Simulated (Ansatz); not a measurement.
# The gap of Be3N2 (P6_3/mmc): a ladder of methods and an error budget, part 2 of 3

The study climbs from cheap functionals to G0W0 on Be3N2 (P6_3/mmc) and then asks what each convergence step is worth.

Ansatz 0.2.0; density functionals, hybrids, G0W0, plane waves, PAW. Known limits of the many-body steps: not at the basis limit.

So far. Step 4 (HSE06): The gap stands +1.37 eV against LDA. Step 5 (PBE0): The gap stands +2.10 eV against LDA.

In doubt: masses and optical values from hybrid runs of this build are listed as unsure (step 10), which bears on the screening that GW takes from such a start.

## 6. Dielectric tensor

ε∞ sets how strongly the crystal screens. Perturbation theory gives it with local fields and without a sum over empty bands.

This step: dielectric response by perturbation theory, LDA, plane waves, PAW; PAW set soft_1.

The input, input.yaml:

```yaml
crystal:
  lattice:
    - [2.8416792263, 0.0, 0.0]
    - [-1.4208396132, 2.4609663994, 0.0]
    - [0.0, 0.0, 9.74684101]
  atoms:
    - { symbol: Be, position: [0.33333333, 0.66666667, 0.07848597] }
    - { symbol: Be, position: [0.66666667, 0.33333333, 0.57848597] }
    - { symbol: Be, position: [0.66666667, 0.33333333, 0.92151403] }
    - { symbol: Be, position: [0.33333333, 0.66666667, 0.42151403] }
    - { symbol: Be, position: [0.0, 0.0, 0.25] }
    - { symbol: Be, position: [0.0, 0.0, 0.75] }
    - { symbol: "N", position: [0.0, 0.0, 0.0] }
    - { symbol: "N", position: [0.0, 0.0, 0.5] }
    - { symbol: "N", position: [0.33333333, 0.66666667, 0.25] }
    - { symbol: "N", position: [0.66666667, 0.33333333, 0.75] }
kpoints:
  mp_grid: { grid: [9, 9, 2] }
hamiltonian:
  xc: lda
  pseudopotentials: { kind: paw, azcp: { folder: soft_1 }, xc_functional: pbe }
scf:
  occupations: { method: fixed }
dielectric: {}
```

Started as:

```console
ansatz run input.yaml --threads 3 --pin off --max-ram 92160MiB --backend cuda --events-out ev --progress --plain --runs-dir out --devices 1 --max-vram 13GiB
```

Numbers of over 12 decimals in the logs are rounded to 6 here.

The log of the run:

```text
GPUs: using 1 of 1 available (devices: 1).
[...]
GPU FFT provider: cuFFT
GPU libraries: cuBLAS 13.8.2, cuFFT 12.4.0, cuSOLVER 12.3.4
Crystal: 10 atoms, lattice volume = 68.162 Å³
Basis set: ecut = 420 eV, 1329 PW (Γ), exchange–correlation on 40×40×144 points (8 copies of the dense FFT grid, shifted against one another)
Bands: 26, of which v1, the nominal top of the filled ones, is band 16 counted from 1 (15 counted from 0)
Symmetry: 24 space group operations
k-points: 50 of 162 (irreducible under 2 space group operations, time reversal used)
[...]
GPU buffer pool allocated for 28800 grid points (all kernels)
[...]
SCF iter   1: F=—  HF=-2040.463411 eV  |F-HF|=—  |Δ(HF+E_count)|=         —  Δρ=1.22e-1  dr2=1.15e1  ethr=3.10e-3  ⟨swp⟩=4.0  Hψ=5451  notcnv=0  defer=373
[...]
SCF iter  10: F=-2036.736344 eV  HF=-2036.736344 eV  |F-HF|=0.00e0  |Δ(HF+E_count)|=  2.91e-11  Δρ=4.96e-8  dr2=8.99e-13  ethr=1.00e-12  ⟨swp⟩=9.5  Hψ=5616  notcnv=0
SCF 1 converged in 10 iterations: F = -2036.736344 eV  dr2 = 8.99e-13
[...]
the response reads at least the filled bands of the reference SCF and the lowest empty band at each k-point, and that SCF's band table does not vouch for those bands. The notice of the band table in this run's record says why
[...]
Internal energy: -2036.736344 eV  (E = F + TS)
E sigma→0 (E₀):  -2036.736344 eV
Fermi energy:    7.677707 eV
[...]
--- Band table (eV; the first three rows and the last of 50) ---
  k-point 0: bands = [... 12 lower, 7.1843, 7.2851, 7.6777, 7.6777, 13.8966, 14.8224, 15.3849, 15.9182, ... 6 higher]
  k-point 1: bands = [... 12 lower, 7.4848, 7.4848, 7.4848, 7.4848, 14.5193, 14.5193, 15.7072, 15.7072, ... 6 higher]
  k-point 2: bands = [... 12 lower, 6.9397, 7.0258, 7.1998, 7.5096, 14.3073, 15.0296, 15.6671, 15.8369, ... 6 higher]
  k-point 49: bands = [... 12 lower, 4.7666, 4.7666, 6.5291, 6.5291, 13.8941, 13.8941, 14.8135, 14.8135, ... 6 higher]
--- Dielectric response (ions clamped): 3 representative field directions + reference, inside a basis on a mesh of 576 k-points (Σ response iterations 12) ---
  ε∞ (high-frequency dielectric tensor):
        4.489472    -0.000000    -0.000000
       -0.000000     4.489472    -0.000000
       -0.000000    -0.000000     5.426547
  Born effective charges Z* (e; rows j = field, columns β = displacement):
    site 0:
         1.68846   -0.00000   -0.00000
        -0.00000    1.68846   -0.00000
        -0.00000   -0.00000    1.84411
    site 1:
         1.68846   -0.00000   -0.00000
        -0.00000    1.68846   -0.00000
[...]
site 2:
[...]
site 3:
[...]
site 4:
[...]
site 5:
[...]
site 6:
[...]
site 7:
[...]
site 8:
[...]
0.00000    0.00000   -3.12677
    site 9:
        -2.14727    0.00000    0.00000
         0.00000   -2.14727    0.00000
         0.00000    0.00000   -3.12677
  Z* charge neutrality: 3.067e-3 e pre-enforcement
  solved inside a basis spanned on kpoints, on 12×12×4 k-points, its susceptibility summed on 14×14×4: ε∞ is read to err by 1.7e-2, Z* by 1.1e-2 e (field_mesh: kpoints solves on kpoints); Z* is corrected for what the basis lacks
[key lines of the parts left out:]
SCF converged after 10 iterations
Free energy (F): -2036.736344 eV
```

Wall time 32 s (1 × NVIDIA H100 80GB HBM3 (shared by 6 runs) with 3 threads of AMD EPYC 7R13 (Zen 3), shared host); peak memory 2 GiB.

Numbers from this step:

* stated error of ε∞: 0.017

One over ε∞ averages 0.21, somewhat under the quarter of exact exchange in PBE0.

High-frequency dielectric tensor:

```
4.49 0.00 0.00
0.00 4.49 0.00
0.00 0.00 5.43
```

## 7. G0W0, 6×6×2 mesh, 61 empty bands, screening to 54 eV, PAW set soft_1 files

Now the one-shot GW correction: screening in the RPA, then the self-energy of the levels asked for. This step takes PAW set soft_1 files.

This step: G0W0 on LDA, plane waves, PAW; PAW set soft_1.

input.yaml: that of step 6 with these lines changed.

```diff
@@ -17,3 +17,3 @@
 kpoints:
-  mp_grid: { grid: [9, 9, 2] }
+  mp_grid: { grid: [6, 6, 2] }
 hamiltonian:
@@ -23,2 +23,7 @@
   occupations: { method: fixed }
-dielectric: {}
+gw:
+  n_empty_bands: 61
+  ecut_chi: 54
+  qp_bands: [v3, c3]
+  qp_kpoints: band_edges
+  screening: { model: contour_deformation }
```

The log of the run:

```text
GPUs: using 1 of 1 available (devices: 1).
[...]
GPU FFT provider: cuFFT
GPU libraries: cuBLAS 13.8.2, cuFFT 12.4.0, cuSOLVER 12.3.4
Crystal: 10 atoms, lattice volume = 68.162 Å³
Basis set: ecut = 420 eV, 1329 PW (Γ)
Bands: 26, of which v1, the nominal top of the filled ones, is band 16 counted from 1 (15 counted from 0)
Symmetry: 24 space group operations
[...]
k-points: 14 of 72
[...]
1    15      7.4856   -22.0808     3.7861   -18.2846  0.8053     7.4756     7.4756  root
[...]
13    16      6.0346   -20.8721     3.7598   -16.8637  0.7973     5.7854     5.7860  root
    13    17     13.6109    -6.3193    -4.1283   -11.8127  0.8341    14.9894    14.9760  root
    13    18     13.6109    -6.3193    -4.1283   -11.8127  0.8341    14.9894    14.9760  root
    13    19     14.2840    -7.3189    -4.3621   -13.3583  0.8238    15.9851    15.9613  root
[key lines of the parts left out:]
SCF converged after 9 iterations
Free energy (F): -2036.732270 eV
Fermi energy:    7.678545 eV
```

The job ended after 7.1 s (1 × NVIDIA H100 80GB HBM3 (shared by 6 runs) with 3 threads; peak memory 1 GiB; 8.4 s of CPU time).

This step gave:

```yaml
bands_summed: 77
rpa_eps_infinity_on_this_mesh_eigenvalues: 4.458, 4.458, 5.419
plane_waves_in_the_screening_matrix: 65
g0w0_gap_on_the_mesh: 4.424 eV
k_of_the_valence_top: 0, 0, 0
k_of_the_conduction_bottom: 0, -0.5, 0
starting_gap_on_the_mesh: 3.261 eV
least_direct_g0w0_gap_on_the_computed_points: 6.026 eV
```

The gap on the mesh goes from 3.26 eV to 4.42 eV, a correction of +1.16 eV. Between the two edge states, bare exchange in place of the xc potential would open the gap by 8.69 eV, and correlation takes back 7.53 eV.

## 8. G0W0, 6×6×2 mesh, 173 empty bands, screening to 108 eV, PAW set soft_1 files

Bands and screening cutoff are moved together, since each hides the error of the other.

input.yaml: that of step 7 with these lines changed.

```diff
@@ -24,4 +24,4 @@
 gw:
-  n_empty_bands: 61
-  ecut_chi: 54
+  n_empty_bands: 173
+  ecut_chi: 108
   qp_bands: [v3, c3]
```

The log of the run:

```text
GPUs: using 1 of 1 available (devices: 1).
[...]
GPU FFT provider: cuFFT
GPU libraries: cuBLAS 13.8.2, cuFFT 12.4.0, cuSOLVER 12.3.4
Crystal: 10 atoms, lattice volume = 68.162 Å³
Basis set: ecut = 420 eV, 1329 PW (Γ)
Bands: 26, of which v1, the nominal top of the filled ones, is band 16 counted from 1 (15 counted from 0)
Symmetry: 24 space group operations
[...]
k-points: 14 of 72
[...]
1    15      7.4856   -22.0808     3.2559   -18.2846  0.7980     6.9432     6.9453  root
[...]
13    16      6.0346   -20.8721     3.3170   -16.8637  0.7911     5.3391     5.3431  root
    13    17     13.6109    -6.3193    -4.4909   -11.8127  0.8308    14.6203    14.6134  root
    13    18     13.6109    -6.3193    -4.4909   -11.8127  0.8308    14.6203    14.6134  root
    13    19     14.2840    -7.3189    -4.7733   -13.3583  0.8186    15.5627    15.5501  root
[key lines of the parts left out:]
SCF converged after 9 iterations
Free energy (F): -2036.732270 eV
Fermi energy:    7.678545 eV
```

Run time: 7.7 s. Hardware: 1 × NVIDIA H100 80GB HBM3 (shared by 6 runs) with 3 threads; peak memory 1.1 GiB.

This step gave:

```yaml
bands_summed: 189
rpa_eps_infinity_on_this_mesh_eigenvalues: 4.356, 4.356, 5.304
plane_waves_in_the_screening_matrix: 191
g0w0_gap_on_the_mesh: 4.677 eV
k_of_the_valence_top: 0, 0, 0
k_of_the_conduction_bottom: 0, -0.5, 0
starting_gap_on_the_mesh: 3.261 eV
least_direct_g0w0_gap_on_the_computed_points: 6.206 eV
```

Against the run with 6×6×2 mesh, 61 empty bands, screening to 54 eV, PAW set soft_1 files, the gap moves by +0.25 eV.

## 9. G0W0, 6×6×2 mesh, 373 empty bands, screening to 180 eV, PAW set soft_1 files

input.yaml: that of step 8 with these lines changed.

```diff
@@ -24,4 +24,4 @@
 gw:
-  n_empty_bands: 173
-  ecut_chi: 108
+  n_empty_bands: 373
+  ecut_chi: 180.0
   qp_bands: [v3, c3]
```

The log of the run:

```text
GPUs: using 1 of 1 available (devices: 1).
[...]
GPU FFT provider: cuFFT
GPU libraries: cuBLAS 13.8.2, cuFFT 12.4.0, cuSOLVER 12.3.4
Crystal: 10 atoms, lattice volume = 68.162 Å³
Basis set: ecut = 420 eV, 1329 PW (Γ)
Bands: 26, of which v1, the nominal top of the filled ones, is band 16 counted from 1 (15 counted from 0)
Symmetry: 24 space group operations
[...]
k-points: 14 of 72
[...]
GPU buffer pool allocated for 28800 grid points (all kernels)
[...]
SCF iter   1: F=—  HF=-2040.461576 eV  |F-HF|=—  |Δ(HF+E_count)|=         —  Δρ=1.22e-1  dr2=1.15e1  ethr=3.10e-3  ⟨swp⟩=4.0  Hψ=1538  notcnv=0  defer=100
[...]
SCF iter   9: F=-2036.732270 eV  HF=-2036.732270 eV  |F-HF|=8.34e-11  |Δ(HF+E_count)|=   3.82e-8  Δρ=5.41e-7  dr2=1.44e-10  ethr=3.13e-10  ⟨swp⟩=8.3  Hψ=1515  notcnv=0
SCF 1 converged in 9 iterations: F = -2036.732270 eV  dr2 = 1.44e-10
[...]
G₀W₀ screening: q 1/14
[... further progress lines ...]
SCF converged after 9 iterations
Free energy (F): -2036.732270 eV
[...]
Internal energy: -2036.732270 eV  (E = F + TS)
E sigma→0 (E₀):  -2036.732270 eV
Fermi energy:    7.678545 eV
[...]
--- Band table (eV; the first three rows and the last of 14) ---
  k-point 0: bands = [... 12 lower, 7.1846, 7.2861, 7.6785, 7.6785, 13.8971, 14.8229, 15.3851, 15.9181, ... 6 higher]
  k-point 1: bands = [... 12 lower, 7.4856, 7.4856, 7.4856, 7.4856, 14.5199, 14.5199, 15.7075, 15.7075, ... 6 higher]
  k-point 2: bands = [... 12 lower, 6.5929, 6.6739, 7.0892, 7.3122, 14.6381, 14.7107, 15.3460, 15.6634, ... 6 higher]
  k-point 13: bands = [... 12 lower, 4.6712, 4.6712, 6.0346, 6.0346, 13.6109, 13.6109, 14.2840, 14.2840, ... 6 higher]
[...]
0    14      7.2861   -21.6202     2.7501   -18.0892  0.7921     6.5007     6.5052  root
     0    15      7.6785   -22.2201     2.8876   -18.4987  0.7951     6.8397     6.8447  root
     0    16      7.6785   -22.2201     2.8876   -18.4987  0.7951     6.8397     6.8447  root
     0    17     13.8971    -9.5713    -4.8822   -15.2706  0.8119    14.7192    14.7143  root
     0    18     14.8229    -9.2046    -5.2745   -15.4584  0.8059    15.8101    15.8023  root
     0    19     15.3851    -7.7954    -5.1116   -13.9551  0.8188    16.4415    16.4331  root
     1    14      7.4856   -22.0808     2.9389   -18.2846  0.7948     6.6229     6.6283  root
     1    15      7.4856   -22.0808     2.9389   -18.2846  0.7948     6.6229     6.6283  root
     1    16      7.4856   -22.0808     2.9389   -18.2846  0.7948     6.6229     6.6283  root
     1    17     14.5199    -9.7380    -5.1425   -15.8082  0.8047    15.4546    15.4476  root
     1    18     14.5199    -9.7380    -5.1425   -15.8082  0.8047    15.4546    15.4476  root
     1    19     15.7075    -8.2359    -5.1074   -14.4017  0.8142    16.7748    16.7658  root
     2    14      6.6739   -21.7578     3.2502   -17.5237  0.7922     5.6818     5.6900  root
     2    15      7.0892   -21.5054     2.7833   -17.9284  0.7918     6.2908     6.2954  root
     2    16      7.3122   -22.0476     2.9592   -18.2308  0.7942     6.4492     6.4547  root
     2    17     14.6381    -9.2322    -5.0051   -15.1693  0.8089    15.5769    15.5701  root
     2    18     14.7107    -8.0777    -5.1675   -14.3035  0.8111    15.7781    15.7689  root
     2    19     15.3460    -7.0944    -5.0182   -13.1550  0.8202    16.3969    16.3884  root
     3    14      6.7486   -21.5576     3.0355   -17.6058  0.7914     5.8255     5.8322  root
     3    15      7.0605   -21.8724     3.0270   -17.9568  0.7936     6.1658     6.1719  root
     3    16      7.0605   -21.8724     3.0270   -17.9568  0.7936     6.1658     6.1719  root
     3    17     14.6000    -8.5224    -5.0613   -14.5838  0.8111    15.6079    15.6000  root
     3    18     14.6000    -8.5224    -5.0613   -14.5838  0.8111    15.6079    15.6000  root
     3    19     15.5711    -7.1668    -5.0938   -13.3704  0.8182    16.6909    16.6809  root
[...]
12    18     13.8526    -6.3737    -4.6620   -11.9341  0.8280    14.7565    14.7509  root
    12    19     13.8526    -6.3737    -4.6620   -11.9341  0.8280    14.7565    14.7509  root
    13    14      4.6712   -21.1274     3.3644   -16.6792  0.7873     3.5758     3.5875  root
    13    15      6.0346   -20.8721     3.0610   -16.8637  0.7881     5.0793     5.0872  root
    13    16      6.0346   -20.8721     3.0610   -16.8637  0.7881     5.0793     5.0872  root
    13    17     13.6109    -6.3193    -4.6256   -11.8127  0.8300    14.4838    14.4787  root
    13    18     13.6109    -6.3193    -4.6256   -11.8127  0.8300    14.4838    14.4787  root
    13    19     14.2840    -7.3189    -4.9388   -13.3583  0.8173    15.3942    15.3846  root
```

Run time: 24 s. Hardware: 1 × NVIDIA H100 80GB HBM3 (shared by 6 runs) with 3 threads; peak memory 1.5 GiB.

Numbers from this step:

```
bands summed                                 : 389
RPA ε∞ on this mesh (eigenvalues)            : 4.349, 4.349, 5.293
plane waves in the screening matrix          : 363
q-points in the mesh                         : 72
G0W0 gap on the mesh                         : 4.879 eV
k of the valence top                         : 0, 0, 0
k of the conduction bottom                   : 0, -0.5, 0
starting gap on the mesh                     : 3.261 eV
Z at the valence top                         : 0.7951
Z at the conduction bottom                   : 0.8355
least direct G0W0 gap on the computed points : 6.352 eV
```

Against the run with 6×6×2 mesh, 173 empty bands, screening to 108 eV, PAW set soft_1 files, the gap moves by +0.20 eV.

Limits: finite bands, cutoff and mesh. v1 is the top filled band, c1 the lowest empty one. The levels before and after the correction (eV, zero at the valence-band top of each column):

```csv
,conduction bottom,valence top
Kohn-Sham,3.26,0.00
G0W0,4.88,0.00
```

```csv
,level,occupation,energy (eV)
Kohn-Sham,Γ v3,2,-0.392
Kohn-Sham,Γ v2-v1,2,0.000
Kohn-Sham,Γ c1,0,6.219
Kohn-Sham,Γ c2,0,7.144
Kohn-Sham,Γ c3,0,7.707
Kohn-Sham,(0 -0.5 0) v3,2,-2.053
Kohn-Sham,(0 -0.5 0) v2,2,-1.429
Kohn-Sham,(0 -0.5 0) v1,2,-1.405
Kohn-Sham,(0 -0.5 0) c1,0,3.261
Kohn-Sham,(0 -0.5 0) c2,0,5.063
Kohn-Sham,(0 -0.5 0) c3,0,7.243
G0W0,Γ v3,2,-0.340
G0W0,Γ v2-v1,2,0.000
G0W0,Γ c1,0,7.870
G0W0,Γ c2,0,8.958
G0W0,Γ c3,0,9.588
G0W0,(0 -0.5 0) v3,2,-2.132
G0W0,(0 -0.5 0) v2,2,-1.473
G0W0,(0 -0.5 0) v1,2,-1.514
G0W0,(0 -0.5 0) c1,0,4.879
G0W0,(0 -0.5 0) c2,0,6.733
G0W0,(0 -0.5 0) c3,0,9.064
```

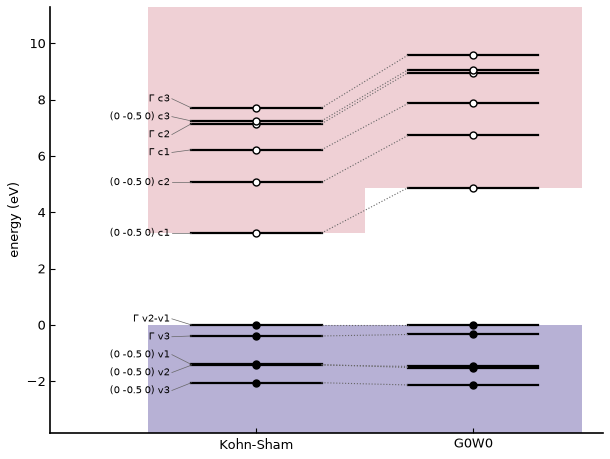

Levels before and after the correction. Shaded: valence and conduction bands. Filled marks are occupied levels, open marks empty ones.

The parts of the quasiparticle energy at the two band edges (eV; QP = start + Σx + Σc − Vxc):

```csv
run,edge,start,Σx,Σc,Vxc,Z,QP
77 bands,valence top,7.68,-22.22,3.75,-18.50,0.81,7.71
77 bands,conduction bottom,10.94,-6.91,-3.77,-11.88,0.84,12.14
189 bands,valence top,7.68,-22.22,3.21,-18.50,0.80,7.17
189 bands,conduction bottom,10.94,-6.91,-4.06,-11.88,0.84,11.85
389 bands,valence top,7.68,-22.22,2.89,-18.50,0.80,6.84
389 bands,conduction bottom,10.94,-6.91,-4.18,-11.88,0.84,11.72
```

## 10. G0W0@HSE06, 6×6×2 mesh, 173 empty bands, screening to 108 eV, PAW set soft_1 files

The same correction from a different start measures what one shot leaves open. Bands and cutoff differ from the step before, so it is read against an earlier run that matches them.

This step: G0W0 on HSE06, plane waves, PAW; PAW set soft_1.

input.yaml: that of step 9 with these lines changed.

```diff
@@ -19,4 +19,4 @@
 hamiltonian:
-  xc: lda
-  pseudopotentials: { kind: paw, azcp: { folder: soft_1 }, xc_functional: pbe }
+  xc: hse06
+  pseudopotentials: { kind: paw, azcp: { folder: soft_1 } }
 scf:
@@ -24,4 +24,4 @@
 gw:
-  n_empty_bands: 373
-  ecut_chi: 180.0
+  n_empty_bands: 173
+  ecut_chi: 108
   qp_bands: [v3, c3]
```

The log of the run:

```text
GPUs: using 1 of 1 available (devices: 1).
[...]
GPU FFT provider: cuFFT
GPU libraries: cuBLAS 13.8.2, cuFFT 12.4.0, cuSOLVER 12.3.4
Crystal: 10 atoms, lattice volume = 68.162 Å³
Basis set: ecut = 420 eV, 1329 PW (Γ)
Bands: 26, of which v1, the nominal top of the filled ones, is band 16 counted from 1 (15 counted from 0)
Symmetry: 24 space group operations
[...]
k-points: 14 of 72
[...]
1    14      6.8325   -22.1038     3.0056   -18.9927  0.8229     6.7270     6.7271  root
     1    15      6.8325   -22.1038     3.0056   -18.9927  0.8229     6.7270     6.7271  root
[...]
13    16      5.2970   -20.9689     3.0769   -17.6893  0.8167     5.0940     5.0943  root
    13    17     14.4601    -6.0298    -4.2100   -10.7289  0.8520    14.9504    14.9492  root
    13    18     14.4601    -6.0298    -4.2100   -10.7289  0.8520    14.9504    14.9492  root
    13    19     15.3169    -6.9955    -4.4410   -12.0860  0.8421    15.9688    15.9664  root
[key lines of the parts left out:]
Free energy (F): -2103.767400 eV
Fermi energy:    7.041027 eV
```

Run time: 26 s. Hardware: 1 × NVIDIA H100 80GB HBM3 (shared by 6 runs) with 3 threads; peak memory 1.5 GiB.

Numbers from this step:

* bands summed: 189
* RPA ε∞ on this mesh (eigenvalues): 3.727, 3.727, 4.302
* plane waves in the screening matrix: 191
* G0W0 gap on the mesh: 5.205 eV
* k of the valence top: 0, 0, 0
* k of the conduction bottom: 0, -0.5, 0
* starting gap on the mesh: 4.626 eV
* least direct G0W0 gap on the computed points: 6.774 eV

Against the run with 6×6×2 mesh, 173 empty bands, screening to 108 eV, PAW set soft_1 files on LDA, the gap moves by +0.53 eV, while the start moved by +1.37 eV.

[end of part 2 of 3]

[Paths, hosts, dates, memory and timing lines, banners, echoed tables and standing remarks are left out of the program output.]

[Logs are printed without paths, hosts, clocks, repeated set-up lines and the standing remarks that a program may print on its own settings, such as how far it seeks lower states.]

[Runs of the session that timed out or met a known fault of the program may be left out.]

[Cells called generated may have been cut or substituted from an entry of the Crystallography Open Database or the Materials Project.]

[Hosts, paths, dates, database ids (printed as entryN), source tags and the programs' standing remarks are cut or masked in the printed files.]
